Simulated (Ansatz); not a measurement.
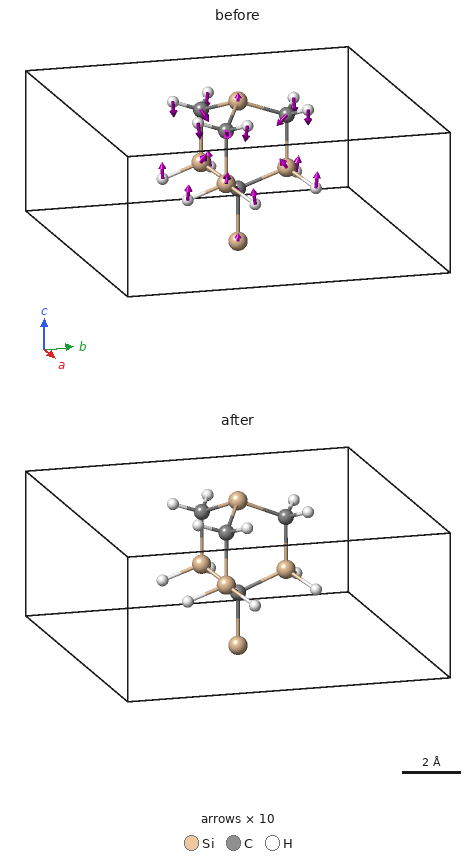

The structure of a wire of composition SiH$_{3}$C before (top) and after (bottom) a relaxation, at one scale. The purple arrows give the displacements (the part carried along by the change of the cell is left out), magnified 10 times.

The picture is a ball-and-stick view of the cell of the calculation, with the vacuum cut short, seen slightly off an axis.

Case: wire along [0 0 1], 8 atoms a period, capped with H.

All numbers below come from DFT PBE, scalar-relativistic, plane waves, PAW (Ansatz 0.2.0).

The input:
```yaml
crystal:
  lattice:
    - [14.5, 0.0, 0.0]
    - [0.0, 14.1, 0.0]
    - [0.0, 0.0, 5.0740210508]
  atoms:
    - { symbol: Si, position: [0.5, 0.4932636497, 0.0045635118] }
    - { symbol: Si, position: [0.3933873602, 0.4299646337, 0.5045635118] }
    - { symbol: Si, position: [0.6066126398, 0.4299646337, 0.5045635118] }
    - { symbol: Si, position: [0.5, 0.6198616818, 0.5045635118] }
    - { symbol: C, position: [0.5, 0.4932636497, 0.3804364882] }
    - { symbol: C, position: [0.3933873602, 0.4299646337, 0.8804364882] }
    - { symbol: C, position: [0.6066126398, 0.4299646337, 0.8804364882] }
    - { symbol: C, position: [0.5, 0.6198616818, 0.8804364882] }
    - { symbol: H, position: [0.3933873602, 0.3303120026, 0.4068559544] }
    - { symbol: H, position: [0.309466387, 0.4797909492, 0.4068559544] }
    - { symbol: H, position: [0.6066126398, 0.3303120026, 0.4068559544] }
    - { symbol: H, position: [0.690533613, 0.4797909492, 0.4068559544] }
    - { symbol: H, position: [0.4160790268, 0.6696879974, 0.4068559544] }
    - { symbol: H, position: [0.5839209732, 0.6696879974, 0.4068559544] }
    - { symbol: H, position: [0.3933873602, 0.3570643868, 0.9519138288] }
    - { symbol: H, position: [0.3319955073, 0.4664147571, 0.9519138288] }
    - { symbol: H, position: [0.6066126398, 0.3570643868, 0.9519138288] }
    - { symbol: H, position: [0.6680044927, 0.4664147571, 0.9519138288] }
    - { symbol: H, position: [0.4386081471, 0.6563118053, 0.9519138288] }
    - { symbol: H, position: [0.5613918529, 0.6563118053, 0.9519138288] }
basis:
  ecutwfc: 420
kpoints:
  mp_grid: { grid: [1, 1, 7] }
hamiltonian:
  xc: pbe
scf:
  occupations: { method: gaussian, width: 0.05 }
output:
  forces: true
  stress: true
  eigenvalues: true
  populations: true
  write_density: true
  write_potential: true
  elf: true
  volumetric_format: npy
relax:
  adjacent_minimum: "off"
  f_tol: 0.02
  max_steps: 45
  cell: { fix: [a, b, alpha, beta, gamma], stress_tol: 0.03 }
```

Run as
```bash
ansatz run input.yaml --threads 4 --pin off --max-ram 11264MiB --backend cpu --events-out ev --progress --plain --runs-dir out
```

Describe what moved and what it gained.

Answer. The largest moves relative to the centre of the atoms, 0.061 Å, are those of 12 atoms (H9, H10, H11, H12 and others). Largest moves by element: H 0.061 Å, C 0.054 Å, Si 0.044 Å. Along the periodic axis the drawn cell goes c 5.074 → 5.240 Å (+3.3 %). Some distances before and after: Si2–C6 1.907 → 1.895 Å, C6–H15 1.090 → 1.100 Å, Si1–C5 1.907 → 1.917 Å, Si2–H10 1.490 → 1.499 Å. Among the angles between lasting bonds that change: Si1–C6–Si2 109.4° → 112.7°, C6–Si1–C7 109.5° → 106.4°, H15–C6–H16 109.5° → 106.6°. After 3 accepted moves (4 points after the start) the energy has fallen by 0.157 eV per cell of the calculation. Largest force component: 0.72 eV/Å at the start, 0.018 eV/Å at the end. At 1 point the geometry stayed and the basis and grid were re-selected for the new cell (energy shift of 12.8 meV per cell of the calculation at most each time). Cost: 37 s on 4 threads of Arm Neoverse V2, on a shared host, peak memory 1.3 GiB.
